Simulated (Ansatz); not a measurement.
W₃C₂: geometry relaxation (part 2 of 2)

The same run, continued: W₃C₂ (P4/mmm, 5 atoms in the cell); DFT PBE, scalar-relativistic, plane waves, PAW, no spin polarisation (Ansatz 0.2.0); cutoff 420 eV, 4×4×4 k-mesh, Gaussian smearing of 0.1 eV. The structure was made by a generator, so it may or may not be a known phase.

Geometry of the input (Å; fractional positions):
```
3.7778  0.0000  0.0000
0.0000  3.7778  0.0000
0.0000  0.0000  5.8314
W  0.5000  0.5000  0.1705
W  0.5000  0.5000  0.8295
W  0.0000  0.0000  0.5000
C  0.0000  0.5000  0.5000
C  0.5000  0.0000  0.5000
```

The program's output, continued
```
SCF iter   1: F=—  HF=-31649.311167 eV  |F-HF|=—  |Δ(HF+E_count)|=         —  Δρ=2.67e-3  dr2=4.19e-3  ethr=8.63e-6  ⟨swp⟩=2.1  Hψ=2663  notcnv=0
preconditioner: auto → Kerker (q_TF=auto, 2.534 Å⁻¹)  [metal: Δε(μ)=0.027 eV  Ē_g=6.255 eV  σ=0.100 eV  W_gap=0.15  n_scr=20 (ndim 8)  ℏωp=21.4 eV  f_vac=0.003  D(μ)=2.87/eV (n_scr^D=28)]
SCF iter   2: F=—  HF=-31649.310391 eV  |F-HF|=—  |Δ(HF+E_count)|=   7.76e-4  Δρ=1.34e-3  dr2=1.12e-3  ethr=8.37e-6  ⟨swp⟩=1.0  Hψ=540  notcnv=0
SCF iter   3: F=—  HF=-31649.310113 eV  |F-HF|=—  |Δ(HF+E_count)|=   2.78e-4  Δρ=1.57e-4  dr2=3.12e-5  ethr=2.23e-6  ⟨swp⟩=2.0  Hψ=717  notcnv=0
SCF iter   4: F=—  HF=-31649.310116 eV  |F-HF|=—  |Δ(HF+E_count)|=   2.31e-6  Δρ=5.13e-5  dr2=5.27e-6  ethr=6.23e-8  ⟨swp⟩=2.0  Hψ=782  notcnv=0
iter 5 did not close the SCF: its close was put off for the readings that it lacked (scf_convergence_deferred on its scf_iter line)
SCF iter   5: F=-31649.310115 eV  HF=-31649.310115 eV  |F-HF|=2.48e-8  |Δ(HF+E_count)|=   4.45e-7  Δρ=1.49e-5  dr2=3.21e-7  ethr=1.05e-8  ⟨swp⟩=2.0  Hψ=664  notcnv=0
SCF iter   6: F=-31649.310115 eV  HF=-31649.310115 eV  |F-HF|=1.00e-8  |Δ(HF+E_count)|=   4.97e-8  Δρ=4.53e-6  dr2=2.27e-8  ethr=6.42e-10  ⟨swp⟩=3.1  Hψ=1977  notcnv=0
SCF 7 converged in 6 iterations: F = -31649.310115 eV  dr2 = 2.27e-8
relax step   7: F+E_penalty+E_count = -31649.31011522 eV  Δ(F+E_penalty+E_count) = -1.080e-3 eV  max|allowed force component| = 9.947e-2 eV/Å  Δτ_max = 0.0098 Å  P = +0.918 GPa  Ω = 77.956 Å³  energy of the carried Pulay correction = +5.280e-3 eV  (6 SCF iters, dr2 threshold 5.00e-7 eV, accepted)
Crystal: 5 atoms, lattice volume = 78.313 Å³
iter 1 solved again at ethr=1.83e-6 eV; its pass at ethr=3.10e-3 eV (dr2=9.17e-4 eV) is discarded
SCF iter   1: F=—  HF=-31649.311324 eV  |F-HF|=—  |Δ(HF+E_count)|=         —  Δρ=1.24e-3  dr2=8.82e-4  ethr=1.83e-6  ⟨swp⟩=2.1  Hψ=2619  notcnv=0
preconditioner: auto → Kerker (q_TF=auto, 2.532 Å⁻¹)  [metal: Δε(μ)=0.098 eV  Ē_g=6.230 eV  σ=0.100 eV  W_gap=0.43  n_scr=20 (ndim 8)  ℏωp=21.4 eV  f_vac=0.004  D(μ)=3.33/eV (n_scr^D=28)]
SCF iter   2: F=—  HF=-31649.311157 eV  |F-HF|=—  |Δ(HF+E_count)|=   1.67e-4  Δρ=6.16e-4  dr2=2.37e-4  ethr=1.76e-6  ⟨swp⟩=1.0  Hψ=540  notcnv=0
SCF iter   3: F=—  HF=-31649.311108 eV  |F-HF|=—  |Δ(HF+E_count)|=   4.97e-5  Δρ=8.01e-5  dr2=9.30e-6  ethr=4.75e-7  ⟨swp⟩=2.2  Hψ=765  notcnv=0
SCF iter   4: F=—  HF=-31649.311106 eV  |F-HF|=—  |Δ(HF+E_count)|=   1.12e-6  Δρ=2.62e-5  dr2=1.38e-6  ethr=1.86e-8  ⟨swp⟩=2.0  Hψ=756  notcnv=0
iter 5 did not close the SCF: its close was put off for the readings that it lacked (scf_convergence_deferred on its scf_iter line)
SCF iter   5: F=-31649.311106 eV  HF=-31649.311106 eV  |F-HF|=3.75e-9  |Δ(HF+E_count)|=   1.09e-7  Δρ=7.49e-6  dr2=8.50e-8  ethr=2.77e-9  ⟨swp⟩=2.0  Hψ=664  notcnv=0
SCF iter   6: F=-31649.311106 eV  HF=-31649.311106 eV  |F-HF|=3.17e-9  |Δ(HF+E_count)|=   1.63e-8  Δρ=2.36e-6  dr2=6.11e-9  ethr=1.70e-10  ⟨swp⟩=2.7  Hψ=1782  notcnv=0
SCF 8 converged in 6 iterations: F = -31649.311106 eV  dr2 = 6.11e-9
relax step   8: F+E_penalty+E_count = -31649.31110638 eV  Δ(F+E_penalty+E_count) = -9.912e-4 eV  max|allowed force component| = 4.965e-3 eV/Å  Δτ_max = 0.0045 Å  P = -0.003 GPa  Ω = 78.313 Å³  energy of the carried Pulay correction = +4.911e-3 eV  (6 SCF iters, dr2 threshold 5.00e-7 eV, accepted)
Basis set: ecut = 420 eV, 1537 PW (Γ), exchange–correlation on 54×54×72 points (8 copies of the dense FFT grid, shifted against one another)
Initial wavefunctions: pseudopotential atomic-orbital guess (no wavefunctions were taken with the density)
iter 1 solved again at ethr=8.37e-8 eV; its pass at ethr=3.10e-3 eV (dr2=4.19e-5 eV) is discarded
SCF iter   1: F=—  HF=-31649.314218 eV  |F-HF|=—  |Δ(HF+E_count)|=         —  Δρ=3.68e-4  dr2=1.13e-5  ethr=8.37e-8  ⟨swp⟩=4.0  Hψ=3907  notcnv=0
preconditioner: auto → Kerker (q_TF=auto, 2.532 Å⁻¹)  [metal: Δε(μ)=0.098 eV  Ē_g=6.231 eV  σ=0.100 eV  W_gap=0.42  n_scr=20 (ndim 8)  ℏωp=21.4 eV  f_vac=0.003  D(μ)=3.26/eV (n_scr^D=28)]
SCF iter   2: F=—  HF=-31649.314348 eV  |F-HF|=—  |Δ(HF+E_count)|=   1.31e-4  Δρ=1.94e-4  dr2=2.92e-6  ethr=2.26e-8  ⟨swp⟩=2.4  Hψ=712  notcnv=0
SCF iter   3: F=—  HF=-31649.314394 eV  |F-HF|=—  |Δ(HF+E_count)|=   4.58e-5  Δρ=9.38e-6  dr2=1.69e-8  ethr=5.85e-9  ⟨swp⟩=2.0  Hψ=767  notcnv=0
iter 4 did not close the SCF: its close was put off for the readings that it lacked (scf_convergence_deferred on its scf_iter line)
SCF iter   4: F=-31649.314394 eV  HF=-31649.314394 eV  |F-HF|=1.10e-9  |Δ(HF+E_count)|=   2.76e-8  Δρ=1.33e-6  dr2=6.12e-10  ethr=3.37e-11  ⟨swp⟩=2.6  Hψ=951  notcnv=0
iter 5 did not close the SCF: its close was put off for the readings that it lacked (scf_convergence_deferred on its scf_iter line)
SCF iter   5: F=-31649.314394 eV  HF=-31649.314394 eV  |F-HF|=3.27e-11  |Δ(HF+E_count)|=   1.20e-9  Δρ=2.86e-7  dr2=6.79e-11  ethr=1.22e-12  ⟨swp⟩=2.2  Hψ=846  notcnv=0
SCF iter   6: F=-31649.314394 eV  HF=-31649.314394 eV  |F-HF|=1.09e-11  |Δ(HF+E_count)|=  2.55e-11  Δρ=8.40e-8  dr2=9.49e-12  ethr=1.00e-12  ⟨swp⟩=2.4  Hψ=1446  notcnv=0
SCF 9 converged in 6 iterations: F = -31649.314394 eV  dr2 = 9.49e-12
relax step   9: F+E_penalty+E_count = -31649.31439422 eV  Δ(F+E_penalty+E_count) = -3.288e-3 eV  max|allowed force component| = 4.967e-3 eV/Å  Δτ_max = 0.0000 Å  P = +0.033 GPa  Ω = 78.313 Å³  stress off target by 1.42e-1 GPa  SCF on the basis re-selected at this cell (its energy is not comparable with the rows above)  (6 SCF iters)
```

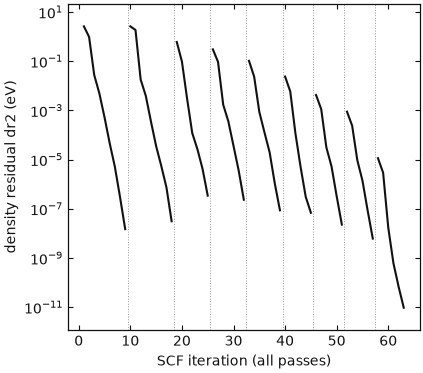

Convergence of the self-consistent field: density residual dr2 against the SCF iteration. The dotted lines part the SCF passes of the relaxation: geometry steps, rejected trials and re-solves on a re-selected basis. The 9 passes take 6 to 9 iterations each, 63 in all.

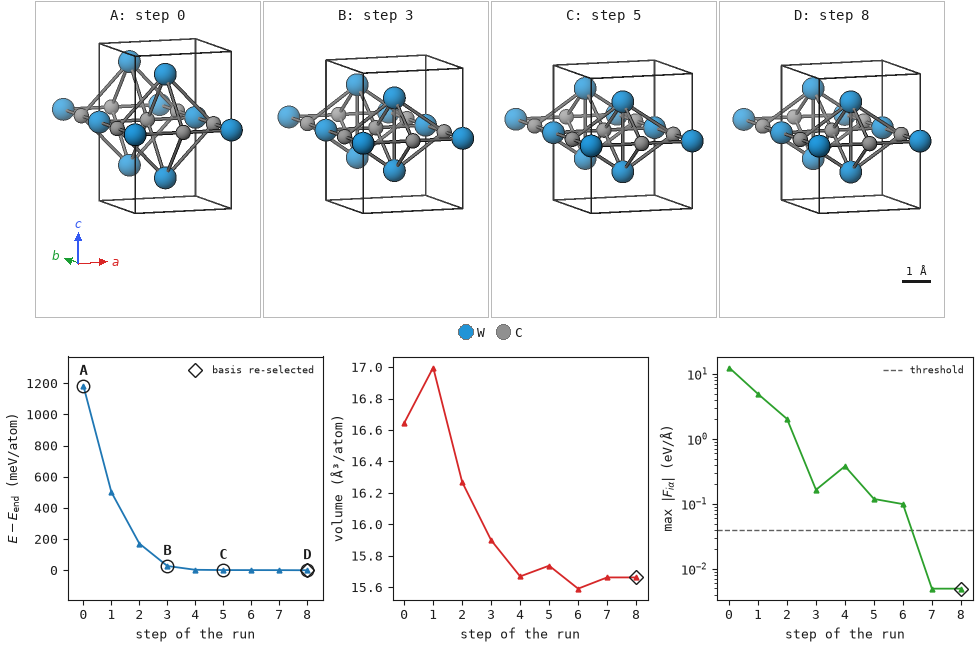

Frames of the relaxation (ball-and-stick view of the cell of the calculation, repeated 1 × 2 × 1, seen slightly off an axis) above the curves, on which the letters mark them (the first geometry is step 0 here and step 1 in the log).

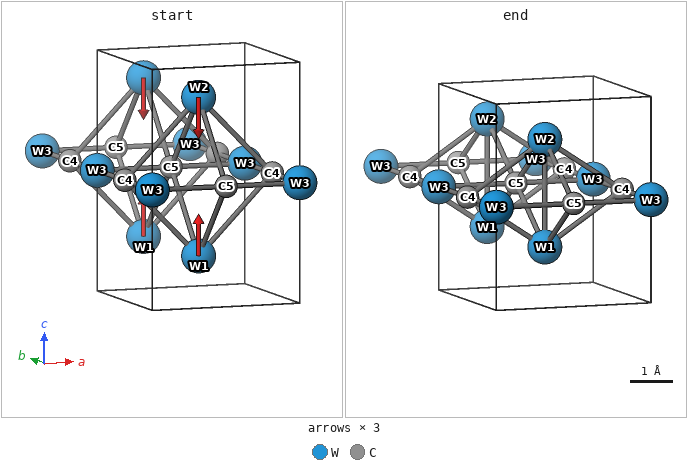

Before (left) and after (right) the relaxation, at one scale (ball-and-stick view of the cell of the calculation, repeated 1 × 2 × 1, seen slightly off an axis). The red arrows give the displacements (without the part carried along by the change of the cell), magnified 3 times. The largest moves relative to the cell, 0.34 Å, are those of W1 and W2. C stays in place. The drawn cell changes as follows: a = b 3.778 → 3.960 Å (+4.8 %), c 5.831 → 4.995 Å (−14.3 %); the volume changes by −5.9 %. Among the contacts that change: W1–W2 3.843 → 2.603 Å, W1–C4 2.694 → 2.369 Å, W3–C4 1.889 → 1.980 Å. Among the angles that change: C4–W1–C4 89.0° → 113.4°, W1–C5–W1 89.0° → 113.4°, W1–C5–W2 91.0° → 66.6°. The space group stays P4/mmm (No. 123). After 7 geometry steps the energy has fallen by 1182 meV per atom. Largest force component: 13 eV/Å at the start, 0.005 eV/Å at the end. The pressure goes from 19.17 to 0.03 GPa. A last SCF at the same geometry on a re-selected plane-wave basis shifts the energy by −0.7 meV per atom. (Atoms are counted from 1 in the order of the input.)

```
basis re-selected at this cell: Δ(F+E_penalty+E_count) = -3.288e-3 eV, ΔP = +0.035 GPa vs the last step (what re-selecting the basis moved, of the pressure what is left beyond the Pulay correction that the steps carried, after the strain that the cell walked since its last selection, with what the two solves' SCF thresholds leave and, on support functions, any second-order correction that the steps lacked; it is no measure of the basis error at this ecutwfc). The dense FFT grid was sized anew with the basis: this SCF ran on 27×27×36 points, the steps before it on 27×27×40, so part of this shift can come from that change (see relax.cell in the input reference). This SCF's stress stands 1.42e-1 GPa from its target on what of the cell is left free (relax.cell.stress_tol is 4.00e-1 GPa) and its largest allowed force component is 4.97e-3 eV/Å (relax.f_tol is 4.00e-2 eV/Å): within both
SCF converged after 6 iterations
Free energy (F): -31649.314394 eV
Harris-Foulkes:  -31649.314394 eV  (|F-HF|=1.09e-11)
Internal energy: -31649.298074 eV  (E = F + TS)
E sigma→0 (E₀):  -31649.306234 eV
Entropy (-TS):   -0.016320 eV (-3.264 meV/atom)
Fermi energy:    14.637117 eV
--- Per-component energies (eV) ---
  E_band       = -525.970191
  E_kinetic    = 1527.222577
  E_local      = -3478.551534  (includes V_loc(G=0)·N_el)
  E_nonlocal   = 58.308792
  E_hartree    = 1293.051676
  E_xc         = -892.760623
  E_vxc        = -829.890928  (∫ρ·V_xc dr)
  E_paw        = -25886.466250  (= ΣΔE_a)
  E_vpaw       = -389.162330  (= ΣTr[D̂ρ^β])
  E_aug_tail   = -0.000166  (compensation charges beyond the density's cutoff)
  E_ewald      = -4270.102546
  E_smearing   = -0.016320  (= −TS)
  E_closure    = 0.000000  (closes the sum)
  Σ components = -31649.314394   (vs F -31649.314394, Δ=0.00e0)
--- Forces (eV/Å), atoms counted from 1 ---
  atom   1  W      0.00000000     0.00000000    -0.00496744
  atom   2  W      0.00000000     0.00000000     0.00496744
  atom   3  W      0.00000000    -0.00000000     0.00000000
  atom   4  C     -0.00000000     0.00000000     0.00000000
  atom   5  C      0.00000000     0.00000000     0.00000000
  max |Σ_I F_I| component: 1.18e-30 eV/Å
--- Stress (GPa, compression-positive) ---
        0.119677       0.000000       0.000000
        0.000000       0.119677       0.000000
        0.000000       0.000000      -0.141699
  P = ⅓ Tr σ = 0.0326 GPa (0.326 kbar)
--- Band table (eV; the first three rows and the last of 18) ---
  k-point 0: bands = ["-59.6356", "-59.4414", "-59.3274", "-24.6764", "-24.1086", "-24.1086", "-23.7821", "-23.7821", "-23.7476", "-23.7476", "-23.4699", "-22.6420", "0.7993", "2.7752", "8.7970", "8.7970", "9.4703", "10.3880", "10.8275", "11.4991", "11.6157", "13.9725", "13.9725", "14.1323", "14.1323", "14.4975", "15.4073", "16.3945", "16.3945", "17.0210"]
  k-point 1: bands = ["-59.6132", "-59.4649", "-59.3268", "-24.4330", "-24.0755", "-24.0755", "-23.8446", "-23.8446", "-23.7197", "-23.7197", "-23.4700", "-22.9373", "0.8895", "2.7916", "8.8691", "9.0349", "9.0349", "10.5683", "11.3572", "11.7034", "12.4965", "13.8831", "13.8831", "14.1420", "14.1420", "14.9923", "15.0281", "15.2599", "15.2599", "17.1347"]
  k-point 2: bands = ["-59.5794", "-59.4997", "-59.3264", "-24.0231", "-24.0231", "-24.0089", "-23.9102", "-23.9102", "-23.7079", "-23.7079", "-23.4641", "-23.4186", "0.9790", "2.8083", "8.4639", "9.3156", "9.3156", "10.3484", "11.8021", "12.8732", "13.7101", "13.7101", "13.9310", "14.1687", "14.1687", "14.5361", "14.5361", "14.6556", "15.4403", "15.5896"]
  k-point 17: bands = ["-59.5789", "-59.4971", "-59.3288", "-24.0984", "-24.0984", "-24.0021", "-23.9283", "-23.9283", "-23.6628", "-23.6628", "-23.4617", "-23.4145", "4.0510", "4.0510", "6.6621", "7.1682", "8.6180", "9.9211", "9.9211", "12.2307", "12.7061", "13.1689", "13.1689", "13.8017", "14.3426", "14.8715", "15.1384", "15.2135", "16.4869", "16.4869"]
--- Relaxed structure (8 steps of the walk, 8 accepted, 1 SCFs on fresh bases) ---
  F+E_penalty+E_count = -31649.31439422 eV   max|allowed force component| = 4.967e-3 eV/Å   (the final SCF, on the basis selected at the relaxed cell)
  cell:  # Å, volume = 78.3135 Å³
    - [3.9596745433807166, 1.8331020367651194e-33, 0.0]
    - [1.1665194779414396e-33, 3.9596745433807166, 0.0]
    - [0.0, 0.0, 4.994794787715894]
  atoms:
    - { symbol: W, position: [0.5, 0.5, 0.2393802753762263] }
    - { symbol: W, position: [0.5, 0.5, 0.7606197246237737] }
    - { symbol: W, position: [-2.005166995299519e-34, 9.678331112479555e-36, 0.5] }
    - { symbol: C, position: [-6.987914377302624e-35, 0.5, 0.5] }
    - { symbol: C, position: [0.5, -1.6608494131292034e-35, 0.5] }
```

Trajectory as extended XYZ (Å, eV, eV/Å), 9 frames, from step=1 to step=9
```
5
Lattice="3.7778 0.0000 0.0000 0.0000 3.7778 0.0000 0.0000 0.0000 5.8314" Properties=species:S:1:pos:R:3:forces:R:3 step=1 energy=-31643.39991 pressure_GPa=19.17
W     1.8889    1.8889    0.9942    0.0000   0.0000  12.5898
W     1.8889    1.8889    4.8372    0.0000   0.0000 -12.5898
W     0.0000    0.0000    2.9157    0.0000   0.0000   0.0000
C     0.0000    1.8889    2.9157    0.0000   0.0000   0.0000
C     1.8889    0.0000    2.9157    0.0000   0.0000   0.0000
5
Lattice="3.8359 0.0000 0.0000 0.0000 3.8359 0.0000 0.0000 0.0000 5.7757" Properties=species:S:1:pos:R:3:forces:R:3 step=2 energy=-31646.81005 pressure_GPa=-4.16
W     1.9180    1.9180    1.1775    0.0000   0.0000   4.9371
W     1.9180    1.9180    4.5982    0.0000   0.0000  -4.9371
W     0.0000    0.0000    2.8879    0.0000   0.0000   0.0000
C     0.0000    1.9180    2.8879    0.0000   0.0000   0.0000
C     1.9180    0.0000    2.8879    0.0000   0.0000   0.0000
5
Lattice="3.8501 0.0000 0.0000 0.0000 3.8501 0.0000 0.0000 0.0000 5.4877" Properties=species:S:1:pos:R:3:forces:R:3 step=3 energy=-31648.45836 pressure_GPa=-3.03
W     1.9250    1.9250    1.2412    0.0000   0.0000   2.0379
W     1.9250    1.9250    4.2465    0.0000   0.0000  -2.0379
W     0.0000    0.0000    2.7439    0.0000   0.0000   0.0000
C     0.0000    1.9250    2.7439    0.0000   0.0000   0.0000
C     1.9250    0.0000    2.7439    0.0000   0.0000   0.0000
5
Lattice="3.9089 0.0000 0.0000 0.0000 3.9089 0.0000 0.0000 0.0000 5.2028" Properties=species:S:1:pos:R:3:forces:R:3 step=4 energy=-31649.17822 pressure_GPa=-1.47
W     1.9544    1.9544    1.2519    0.0000   0.0000   0.1652
W     1.9544    1.9544    3.9510    0.0000   0.0000  -0.1652
W     0.0000    0.0000    2.6014    0.0000   0.0000   0.0000
C     0.0000    1.9544    2.6014    0.0000   0.0000   0.0000
C     1.9544    0.0000    2.6014    0.0000   0.0000   0.0000
5
Lattice="3.9448 0.0000 0.0000 0.0000 3.9448 0.0000 0.0000 0.0000 5.0345" Properties=species:S:1:pos:R:3:forces:R:3 step=5 energy=-31649.30011 pressure_GPa=0.50
W     1.9724    1.9724    1.2210    0.0000   0.0000  -0.3811
W     1.9724    1.9724    3.8135    0.0000   0.0000   0.3811
W     0.0000    0.0000    2.5172    0.0000   0.0000   0.0000
C     0.0000    1.9724    2.5172    0.0000   0.0000   0.0000
C     1.9724    0.0000    2.5172    0.0000   0.0000   0.0000
5
Lattice="3.9656 0.0000 0.0000 0.0000 3.9656 0.0000 0.0000 0.0000 5.0037" Properties=species:S:1:pos:R:3:forces:R:3 step=6 energy=-31649.30903 pressure_GPa=-0.95
W     1.9828    1.9828    1.2024    0.0000   0.0000  -0.1194
W     1.9828    1.9828    3.8013    0.0000   0.0000   0.1194
W     0.0000    0.0000    2.5018    0.0000   0.0000   0.0000
C     0.0000    1.9828    2.5018    0.0000   0.0000   0.0000
C     1.9828    0.0000    2.5018    0.0000   0.0000   0.0000
5
Lattice="3.9552 0.0000 0.0000 0.0000 3.9552 0.0000 0.0000 0.0000 4.9832" Properties=species:S:1:pos:R:3:forces:R:3 step=7 energy=-31649.31012 pressure_GPa=0.92
W     1.9776    1.9776    1.1891    0.0000   0.0000   0.0995
W     1.9776    1.9776    3.7941    0.0000   0.0000  -0.0995
W     0.0000    0.0000    2.4916    0.0000   0.0000   0.0000
C     0.0000    1.9776    2.4916    0.0000   0.0000   0.0000
C     1.9776    0.0000    2.4916    0.0000   0.0000   0.0000
5
Lattice="3.9597 0.0000 0.0000 0.0000 3.9597 0.0000 0.0000 0.0000 4.9948" Properties=species:S:1:pos:R:3:forces:R:3 step=8 energy=-31649.31111 pressure_GPa=-0.00
W     1.9798    1.9798    1.1957    0.0000   0.0000  -0.0050
W     1.9798    1.9798    3.7991    0.0000   0.0000   0.0050
W     0.0000    0.0000    2.4974    0.0000   0.0000   0.0000
C     0.0000    1.9798    2.4974    0.0000   0.0000   0.0000
C     1.9798    0.0000    2.4974    0.0000   0.0000   0.0000
5
Lattice="3.9597 0.0000 0.0000 0.0000 3.9597 0.0000 0.0000 0.0000 4.9948" Properties=species:S:1:pos:R:3:forces:R:3 step=9 energy=-31649.31439 pressure_GPa=0.03
W     1.9798    1.9798    1.1957    0.0000   0.0000  -0.0050
W     1.9798    1.9798    3.7991    0.0000   0.0000   0.0050
W     0.0000    0.0000    2.4974    0.0000   0.0000   0.0000
C     0.0000    1.9798    2.4974    0.0000   0.0000   0.0000
C     1.9798    0.0000    2.4974    0.0000   0.0000   0.0000
```
